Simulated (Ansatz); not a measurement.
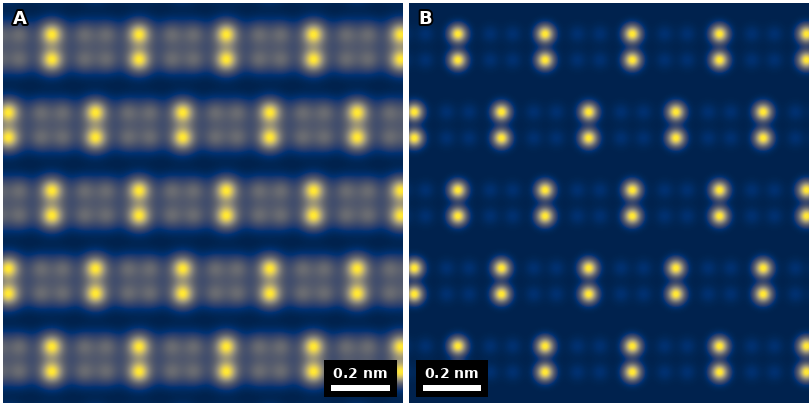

Two simulated images of the same area of WS$_{2}$ (P6_3/mmc, No. 194) along [101], with a probe of 0.50 Å. One is incoherent Z contrast (Z^1.7 per atom), the other the projected potential of neutral atoms blurred by the probe (iDPC-like, thin sample). Brightness is counted from the darkest point of the image. Structure: the geometry relaxed with DFT PBE+D3(BJ), scalar-relativistic, plane waves, PAW (Ansatz).

Q: Which panel is which, and how can one tell?

B is the Z-contrast image and A the potential image. The columns of 1 S per repeat reach about 7 % of the brightest peak (1 W) in B but about 40 % in A, mainly since the potential grows much more slowly with atomic number.
